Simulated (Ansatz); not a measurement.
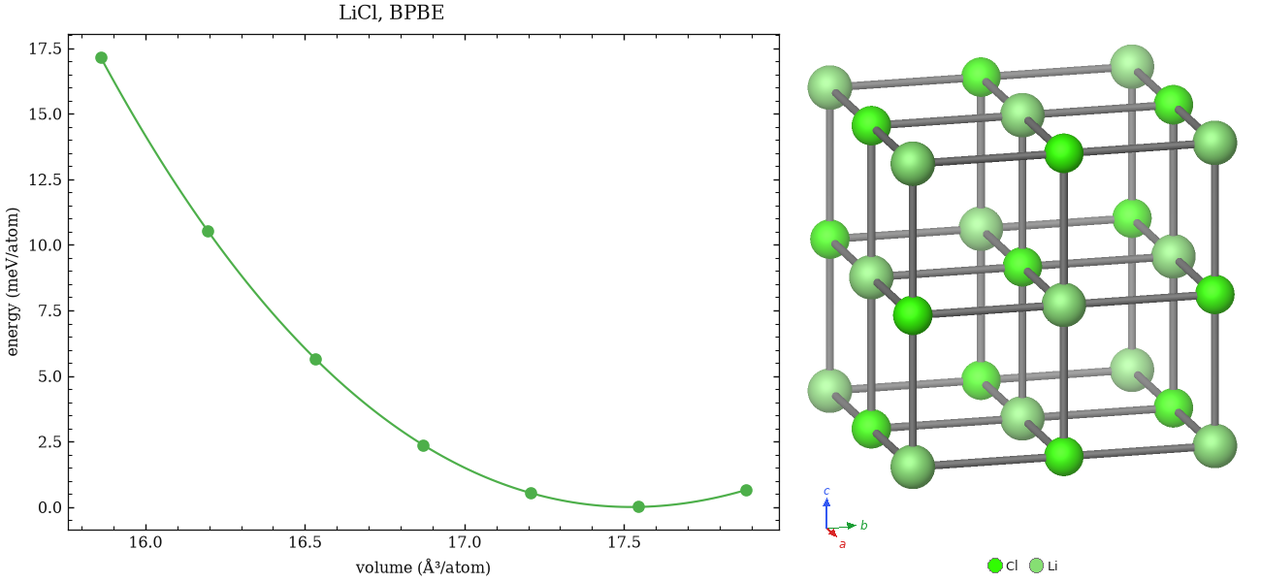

The picture above shows the energy against volume for LiCl, space group Fm-3m (No. 225). The conventional cell is drawn beside the plot.

Starting cell:
```
Cl Li
1.0
     0.00000    2.56477    2.56477
     2.56477    0.00000    2.56477
     2.56477    2.56477    0.00000
Cl Li
1 1
Direct
  0.50000 0.50000 0.50000
  0.00000 0.00000 0.00000
```

Computed with Ansatz 0.2.0: plane-wave DFT, no spin polarisation; energies at scaled volumes of the given cell, shape and fractions fixed, counted from the fit's minimum, third-order Birch-Murnaghan fit. Level: BPBE.

k mesh 9×9×9; occupations fixed; potentials SPMS NC; wave cutoff 707.5 eV; density cutoff 2830 eV.

From this curve and the settings, what does the calculation give for the pressure at the same points?

The pressure falls from 3.61 GPa at volume 15.86 Å³/atom to −0.57 GPa at 17.88 Å³/atom, and changes sign near 17.52 Å³/atom.

```csv
volume (Å³/atom),pressure (GPa)
15.86,3.61
16.20,2.72
16.53,1.92
16.87,1.20
17.21,0.55
17.55,-0.04
17.88,-0.57
```

Caveats: the functional was run on potentials made for another functional.
